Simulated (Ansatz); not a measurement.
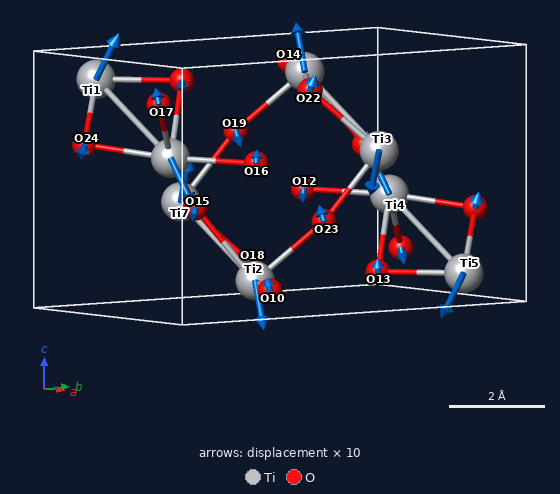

A relaxation of a crystal of TiO2 (set up in Pbca) (coarse preliminary run). The starting structure is drawn; blue arrows show the displacements (the part carried along by the change of the cell is left out), 10 times their true length.

A ball-and-stick model of the cell of the calculation, seen from a free direction.

Theory: DFT r2SCAN, scalar-relativistic, plane waves, PAW (Ansatz 0.2.0).

Input file:
```yaml
crystal:
  lattice:
    - [5.145, 0.0, 0.0]
    - [0.0, 9.185, 0.0]
    - [0.0, 0.0, 5.447]
  atoms:
    - { symbol: Ti, position: [0.127, 0.127, 0.887] }
    - { symbol: Ti, position: [0.627, 0.373, 0.113] }
    - { symbol: Ti, position: [0.873, 0.627, 0.613] }
    - { symbol: Ti, position: [0.373, 0.873, 0.387] }
    - { symbol: Ti, position: [0.873, 0.873, 0.113] }
    - { symbol: Ti, position: [0.373, 0.627, 0.887] }
    - { symbol: Ti, position: [0.127, 0.373, 0.387] }
    - { symbol: Ti, position: [0.627, 0.127, 0.613] }
    - { symbol: O, position: [0.465, 0.23, 0.895] }
    - { symbol: O, position: [0.965, 0.27, 0.105] }
    - { symbol: O, position: [0.535, 0.73, 0.605] }
    - { symbol: O, position: [0.035, 0.77, 0.395] }
    - { symbol: O, position: [0.535, 0.77, 0.105] }
    - { symbol: O, position: [0.035, 0.73, 0.895] }
    - { symbol: O, position: [0.465, 0.27, 0.395] }
    - { symbol: O, position: [0.965, 0.23, 0.605] }
    - { symbol: O, position: [0.82, 0.01, 0.845] }
    - { symbol: O, position: [0.32, 0.49, 0.155] }
    - { symbol: O, position: [0.18, 0.51, 0.655] }
    - { symbol: O, position: [0.68, 0.99, 0.345] }
    - { symbol: O, position: [0.18, 0.99, 0.155] }
    - { symbol: O, position: [0.68, 0.51, 0.845] }
    - { symbol: O, position: [0.82, 0.49, 0.345] }
    - { symbol: O, position: [0.32, 0.01, 0.655] }
basis:
  ecutwfc: 500
kpoints:
  mp_grid: { grid: [4, 2, 4] }
hamiltonian:
  xc: r2scan
scf:
  occupations: { method: gaussian, width: 0.1 }
output:
  forces: true
  stress: true
  eigenvalues: true
relax:
  adjacent_minimum: "off"
  f_tol: 0.05
  max_steps: 80
  cell: { stress_tol: 0.5 }
```

Command:
```bash
ansatz run input.yaml --threads 4 --pin off --max-ram 10240MiB --backend cpu --events-out ev --progress --plain --runs-dir out
```

### Which element moves most?

Titanium: up to 0.12 Å, against 0.04 Å for oxygen.

### What happened in the run?

After 5 accepted moves (6 points after the start) the energy has fallen by 0.327 eV per cell of the calculation. Largest force component: 0.68 eV/Å at the start, 0.027 eV/Å at the end. The pressure goes from 0.40 to 0.10 GPa. At 1 point the geometry stayed and the basis and grid were re-selected for the new cell (energy shift of 0.1 meV per cell of the calculation at most each time). The largest moves relative to the cell, 0.12 Å, are those of 8 atoms (Ti1, Ti2, Ti3, Ti4 and others). Ti2 goes roughly along [1 0 −2]. By element the largest moves are Ti 0.12 Å, O 0.04 Å. The volume changes by −0.1 %, with a 5.145 → 5.134 Å (−0.2 %), b 9.185 → 9.184 Å (0.0 %), c 5.447 → 5.456 Å (+0.2 %). Among the contacts that change: Ti1–Ti8 2.974 → 3.077 Å, Ti1–O21 1.946 → 1.857 Å, Ti1–O16 1.987 → 2.063 Å, Ti1–O17 1.924 → 1.997 Å. Among the angles between lasting bonds that change: Ti1–O16–Ti8 97.1° → 101.1°, Ti1–O16–Ti7 127.6° → 123.8°. The space group stays Pbca (No. 61).
